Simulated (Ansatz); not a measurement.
# Al$_{63}$As: single-point calculation (part 2 of 2)

The same run, continued: Al$_{63}$As (defect cell, 64 atoms in the cell); DFT PBE, scalar-relativistic, plane waves, PAW, spin-polarised (Ansatz 0.2.0); cutoff 420 eV, 2×2×2 k-mesh, Gaussian smearing of 0.05 eV, collinear spins. The structure derives from a Materials Project entry.

The program's output, continued
```
  k-point 1 ↑: bands = ["-28.1597", "-28.1596", "-28.1550", "-28.1550", "-28.1525", "-4.2754", "-2.7332", "-2.4474", "-1.5945", "-1.5820", "-1.5802", "-1.3970", "-1.2118", "-1.1930", "-1.1781", "-0.6638", "-0.0994", "-0.0984", "-0.0584", "-0.0557", "-0.0434", "-0.0322", "-0.0264", "0.2620", "0.3154", "0.9629", "1.4180", "1.4215", "1.4968", "1.6231", "1.7317", "1.7532", "1.8206", "1.8532", "1.8540", "1.8567", "1.8658", "2.4935", "2.7975", "2.8334", "2.8788", "2.9678", "2.9842", "2.9979", "3.0131", "3.1298", "3.1408", "3.2442", "3.2511", "3.2983", "3.3102", "3.3316", "3.3369", "3.3378", "3.3425", "3.4199", "3.4855", "4.1103", "4.2376", "4.3347", "4.3714", "4.3728", "4.4614", "4.4695", "4.4770", "4.6701", "4.7121", "4.7464", "4.7909", "5.6068", "5.7485", "5.8811", "6.1254", "6.1837", "6.2663", "6.3723", "6.3768", "6.3866", "6.3877", "6.3892", "6.4018", "6.6966", "6.7222", "6.8369", "6.8986", "6.9116", "6.9262", "7.1762", "7.1865", "7.3366", "7.3409", "7.4104", "7.4510", "7.4989", "7.5107", "7.5394", "7.6372", "7.6597", "7.7213", "7.7927", "7.7963", "7.8104", "7.8139", "7.8149", "7.8177", "7.8202", "7.8270", "7.9623", "8.0303", "8.0484", "8.0578", "8.3020", "8.3884", "8.4267", "8.4650", "8.4799", "8.4822", "8.5039", "8.5045", "8.9981", "9.1332", "9.1643", "9.2768", "9.2803", "9.2846"]
  k-point 2 ↑: bands = ["-28.1597", "-28.1596", "-28.1550", "-28.1550", "-28.1525", "-4.2709", "-2.6405", "-2.4149", "-1.8849", "-1.8675", "-1.8610", "-1.4437", "-1.1133", "-0.8647", "-0.3680", "-0.3586", "-0.3421", "-0.3307", "-0.3175", "0.0366", "0.3557", "0.3682", "0.4291", "0.4351", "0.4372", "0.4403", "0.4472", "1.0333", "1.1443", "1.4820", "1.7608", "1.8574", "1.9069", "1.9395", "1.9417", "1.9477", "1.9485", "1.9570", "1.9633", "2.4567", "2.5685", "2.6061", "2.6414", "2.6845", "2.6911", "2.6989", "2.7079", "3.6923", "3.8798", "3.8877", "4.0206", "4.1200", "4.1314", "4.1446", "4.1531", "4.1617", "4.1815", "4.1893", "4.2150", "4.5782", "4.6406", "4.7084", "4.7769", "4.8183", "4.8406", "4.8464", "4.8549", "4.8621", "4.8802", "4.9221", "4.9342", "5.4702", "5.5760", "5.7029", "5.7178", "5.7269", "5.7911", "6.1695", "6.2599", "6.3249", "6.3761", "6.4083", "6.4591", "6.4766", "6.5107", "6.5272", "6.5365", "6.7745", "6.9239", "6.9514", "6.9793", "7.0034", "7.0570", "7.0894", "7.1088", "7.1413", "7.1648", "7.1811", "7.1854", "7.8288", "7.8730", "8.0402", "8.0496", "8.3665", "8.4262", "8.4550", "8.5202", "8.6059", "8.6090", "8.6373", "8.6790", "8.7675", "8.7828", "8.7863", "8.8175", "8.9067", "8.9143", "8.9825", "8.9917", "9.1357", "9.1936", "9.2321", "9.2354", "9.2719", "9.2785"]
  k-point 7 ↓: bands = ["-28.1597", "-28.1596", "-28.1550", "-28.1550", "-28.1525", "-4.2664", "-2.3660", "-2.3492", "-2.3402", "-2.0952", "-1.9744", "-1.4278", "-0.4709", "-0.4481", "-0.4441", "-0.4420", "-0.4266", "-0.4182", "-0.4150", "0.1182", "0.6344", "0.6563", "0.7030", "0.7072", "0.7224", "0.7237", "0.7447", "0.9288", "1.0263", "1.0495", "1.0530", "1.0908", "1.0956", "1.1156", "1.1190", "1.9290", "2.0090", "2.1941", "2.2071", "2.2087", "2.2272", "2.2282", "2.2292", "3.3330", "3.5324", "3.5957", "3.7349", "3.8141", "3.9341", "3.9527", "4.0076", "4.0588", "4.0658", "4.1163", "4.2065", "4.4930", "4.6657", "4.7398", "4.7779", "4.8301", "4.8445", "4.8493", "4.8515", "4.8660", "5.0938", "5.1433", "5.1760", "5.1882", "5.3775", "5.4041", "5.4204", "5.4390", "5.5017", "5.5860", "5.5891", "5.5968", "5.6160", "5.6171", "5.6197", "5.6229", "5.6571", "5.6671", "5.6821", "5.8608", "5.8937", "5.9581", "5.9620", "6.5513", "6.5656", "6.5899", "6.6969", "6.6985", "6.7104", "6.7161", "6.7263", "6.8088", "6.9321", "7.8343", "7.9403", "7.9934", "8.0143", "8.1319", "8.1447", "8.1655", "8.1679", "8.4242", "8.4404", "8.6386", "8.6519", "8.6587", "8.6656", "8.6691", "8.6729", "9.0202", "9.0636", "9.2364", "9.2752", "9.4449", "9.4612", "9.5013", "9.6161", "9.6342", "9.6748", "9.8703", "9.8937"]
--- Löwdin populations: 64 sites ---
  site symbol       q [e]    m [muB]
     0     As     15.0156     0.0000
     1     Al      2.9578     0.0000
     2     Al      2.9519     0.0000
     3     Al      2.9576     0.0000
     4     Al      2.9508     0.0000
     5     Al      2.9528    -0.0000
     6     Al      2.9574     0.0000
     7     Al      2.9452     0.0000
     8     Al      2.9296    -0.0000
     9     Al      2.9455     0.0000
    10     Al      2.9556    -0.0000
    11     Al      2.9529     0.0000
    12     Al      2.9492    -0.0000
    13     Al      2.9530     0.0000
    14     Al      2.9553     0.0000
    15     Al      2.9522     0.0000
    16     Al      2.9560     0.0000
    17     Al      2.9502    -0.0000
    18     Al      2.9519     0.0000
    19     Al      2.9468     0.0000
    20     Al      2.9514     0.0000
    21     Al      2.9498    -0.0000
    22     Al      2.9567    -0.0000
    23     Al      2.9567     0.0000
    24     Al      2.9529    -0.0000
    25     Al      2.9530     0.0000
    26     Al      2.9493    -0.0000
    27     Al      2.9529     0.0000
    28     Al      2.9547    -0.0000
    29     Al      2.9526     0.0000
    30     Al      2.9504    -0.0000
    31     Al      2.9518     0.0000
    32     Al      2.9480     0.0000
    33     Al      2.9580     0.0000
    34     Al      2.9584     0.0000
    35     Al      2.9497     0.0000
    36     Al      2.9484     0.0000
    37     Al      2.9493     0.0000
    38     Al      2.9530     0.0000
    39     Al      2.9565     0.0000
    40     Al      2.9570     0.0000
    41     Al      2.9493     0.0000
    42     Al      2.9525     0.0000
    43     Al      2.9525     0.0000
    44     Al      2.9522     0.0000
    45     Al      2.9516     0.0000
    46     Al      2.9527     0.0000
    47     Al      2.9515     0.0000
    48     Al      2.9521     0.0000
    49     Al      2.9502     0.0000
    50     Al      2.9568     0.0000
    51     Al      2.9500     0.0000
    52     Al      2.9569     0.0000
    53     Al      2.9569     0.0000
    54     Al      2.9528     0.0000
    55     Al      2.9541     0.0000
    56     Al      2.9534     0.0000
    57     Al      2.9533     0.0000
    58     Al      2.9535     0.0000
    59     Al      2.9518     0.0000
    60     Al      2.9512     0.0000
    61     Al      2.9529     0.0000
    62     Al      2.9564     0.0000
    63     Al      2.9501     0.0000
  spilling = 0.014642 (of n_electrons = 204.000000)
--- Band densities, each state counted as filled ---
  window                                       electrons  max residual (eV)  cut levels
  e_range: [-0.25, 0.25]             8.250000 + 8.250000             1.4e-4           0
  e_range: [-1.2, 0]               16.875000 + 16.875000             1.5e-6           0
  e_range: [0, 1.2]                16.375000 + 16.375000             1.3e-6           0
```

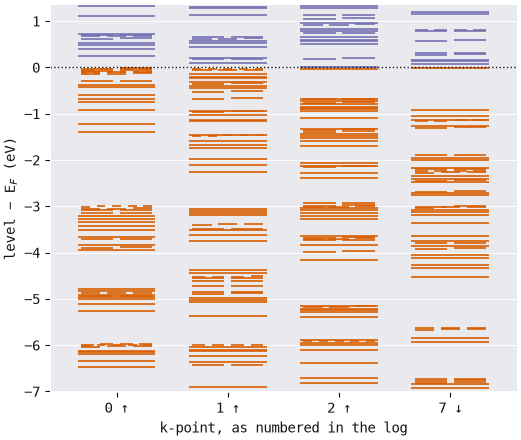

Figure 1. Kohn–Sham levels near the Fermi level (dotted) at the few k-points that the log prints; levels within 0.02 eV of each other stand side by side. The system is metallic on the full mesh.

The run was set up as follows.

The input
```yaml
crystal:
  lattice:
    - [-2.812455, -4.871316, 9.7337]
    - [-2.812455, -4.871316, -9.7337]
    - [11.249821, 0.0, 0.0]
  atoms:
    - { symbol: As, position: [0.1077925789, 0.2326275342, 0.3363536756] }
    - { symbol: Al, position: [0.104027617, 0.7292176918, 0.8331488551] }
    - { symbol: Al, position: [0.3545349567, 0.4793875097, 0.83322161] }
    - { symbol: Al, position: [0.6040532551, 0.2289059832, 0.8328254541] }
    - { symbol: Al, position: [0.8537306789, 0.4789962775, 0.5837018295] }
    - { symbol: Al, position: [0.1039827997, 0.2277663731, 0.5854633782] }
    - { symbol: Al, position: [0.6050965469, 0.2291915501, 0.3335362134] }
    - { symbol: Al, position: [0.3540314831, 0.9789621168, 0.3331789843] }
    - { symbol: Al, position: [0.6040596544, 0.7291740656, 0.3330291862] }
    - { symbol: Al, position: [0.8531565095, 0.4798926503, 0.3334264881] }
    - { symbol: Al, position: [0.853037041, 0.9782578757, 0.081964519] }
    - { symbol: Al, position: [0.1038052533, 0.7292074129, 0.0836008593] }
    - { symbol: Al, position: [0.3534419564, 0.4784947545, 0.0820124919] }
    - { symbol: Al, position: [0.6030005415, 0.2289048117, 0.0831802748] }
    - { symbol: Al, position: [0.6045621393, 0.7294145769, 0.8331090438] }
    - { symbol: Al, position: [0.8539848573, 0.4791434179, 0.8330971266] }
    - { symbol: Al, position: [0.103781228, 0.2286038395, 0.8332027591] }
    - { symbol: Al, position: [0.3562743164, 0.4820300039, 0.5846376307] }
    - { symbol: Al, position: [0.6055410113, 0.2293038026, 0.5837897175] }
    - { symbol: Al, position: [0.8540586794, 0.9790828596, 0.8330747373] }
    - { symbol: Al, position: [0.3542556229, 0.978582824, 0.5835104298] }
    - { symbol: Al, position: [0.6047631834, 0.7297071096, 0.5846966549] }
    - { symbol: Al, position: [0.85376037, 0.9788607747, 0.3345615971] }
    - { symbol: Al, position: [0.1042929928, 0.730133693, 0.3337401277] }
    - { symbol: Al, position: [0.3560422276, 0.4810086895, 0.3333055695] }
    - { symbol: Al, position: [0.3546476323, 0.9795944129, 0.0833223589] }
    - { symbol: Al, position: [0.6045130488, 0.7297028117, 0.0825701316] }
    - { symbol: Al, position: [0.8541037363, 0.4803808319, 0.0831547156] }
    - { symbol: Al, position: [0.1036793668, 0.2296457868, 0.0819255007] }
    - { symbol: Al, position: [0.3542056908, 0.9791003621, 0.8333303008] }
    - { symbol: Al, position: [0.8547323093, 0.9798784383, 0.5851302775] }
    - { symbol: Al, position: [0.1047093361, 0.7303684444, 0.5839649817] }
    - { symbol: Al, position: [0.1461167105, 0.0188140926, 0.1649295442] }
    - { symbol: Al, position: [0.1451108845, 0.520592988, 0.666150647] }
    - { symbol: Al, position: [0.3960023495, 0.2707768867, 0.6658036418] }
    - { symbol: Al, position: [0.6458910834, 0.0208457663, 0.6669422765] }
    - { symbol: Al, position: [0.8938573795, 0.2718163335, 0.4151831317] }
    - { symbol: Al, position: [0.1476816122, 0.0186644746, 0.4160462389] }
    - { symbol: Al, position: [0.6474836395, 0.0221923376, 0.1669148175] }
    - { symbol: Al, position: [0.3962701404, 0.7707701348, 0.1663977203] }
    - { symbol: Al, position: [0.6456479422, 0.5210824735, 0.1663914392] }
    - { symbol: Al, position: [0.891772793, 0.2716691224, 0.1634533301] }
    - { symbol: Al, position: [0.8952933707, 0.7696928317, 0.9154750255] }
    - { symbol: Al, position: [0.1457185824, 0.5206735007, 0.9165959025] }
    - { symbol: Al, position: [0.3955310789, 0.270696707, 0.9162435643] }
    - { symbol: Al, position: [0.6446930142, 0.0197422791, 0.9153852631] }
    - { symbol: Al, position: [0.6451702772, 0.5204077237, 0.6667555063] }
    - { symbol: Al, position: [0.8962504304, 0.2715999325, 0.6665383604] }
    - { symbol: Al, position: [0.1465815611, 0.0207067373, 0.6675253351] }
    - { symbol: Al, position: [0.3991090552, 0.2685371962, 0.4154187319] }
    - { symbol: Al, position: [0.6455376029, 0.0214006509, 0.4162091535] }
    - { symbol: Al, position: [0.8959460556, 0.7709955345, 0.6670273468] }
    - { symbol: Al, position: [0.3943255281, 0.7700663336, 0.4159867267] }
    - { symbol: Al, position: [0.6459691485, 0.5206930696, 0.4163381034] }
    - { symbol: Al, position: [0.8977050796, 0.772608647, 0.1677152472] }
    - { symbol: Al, position: [0.1450093049, 0.5206960002, 0.1671371065] }
    - { symbol: Al, position: [0.3950255341, 0.2695940079, 0.1662962298] }
    - { symbol: Al, position: [0.3961278356, 0.7708183403, 0.9165261335] }
    - { symbol: Al, position: [0.6459315562, 0.5213450327, 0.9164140635] }
    - { symbol: Al, position: [0.8953229546, 0.2707508701, 0.9152175567] }
    - { symbol: Al, position: [0.1462505206, 0.0206432032, 0.9158913056] }
    - { symbol: Al, position: [0.395497249, 0.7709389933, 0.6669054578] }
    - { symbol: Al, position: [0.8965208363, 0.7708172841, 0.4161431522] }
    - { symbol: Al, position: [0.1423648587, 0.523001825, 0.4158621566] }
magnetization:
  spin_polarized: true
basis:
  ecutwfc: 420
  fft_grid_basis: typed
kpoints:
  mp_grid: { grid: [2, 2, 2] }
hamiltonian:
  xc: pbe
  pseudopotentials: { kind: paw }
scf:
  occupations: { method: gaussian, width: 0.05 }
  n_extra_bands: 23
output:
  forces: true
  stress: false
  eigenvalues: true
  bader: false
  write_density: false
  volumetric_format: npy
  populations: true
  band_densities:
    - { e_range: [-0.25, 0.25] }
    - { e_range: [-1.2, 0.0] }
    - { e_range: [0.0, 1.2] }
  dos:
    e_range: [-30, 8]
    de: 0.02
    method: { smearing: { sigma: 0.03, scheme: gaussian } }
    projected: { site_lists: { Al: [Al], As: [As] } }
checkpoint:
  read: start.run
  write: ck
  compress: false
  write_wavefunctions: false
  write_every: 100000
```

Launched with:
```bash
ansatz run input.yaml --threads 4 --pin off --max-ram 10240MiB --backend cpu --events-out ev --progress --plain --runs-dir out
```

Key numbers

| quantity | value |
| --- | --- |
| outcome | converged |
| electrons treated | 204 |
| free energy | −38715.4131 eV |
| Fermi energy | 7.858 eV |
| gap on the k-point mesh | none (metallic) |
| net moment of the cell | 0.00 μB |
| integrated absolute moment | 0.00 μB |
| largest force (length of the vector) | 0.065 eV/Å |
| hardware | 4 threads of Arm Neoverse V2, 24 GiB of memory available, shared host |
| wall time | 3 min (CPU time 12 min) |
| peak memory | 4.4 GiB |

Remarks

Warnings of the run: the state was not tested for a lower one.
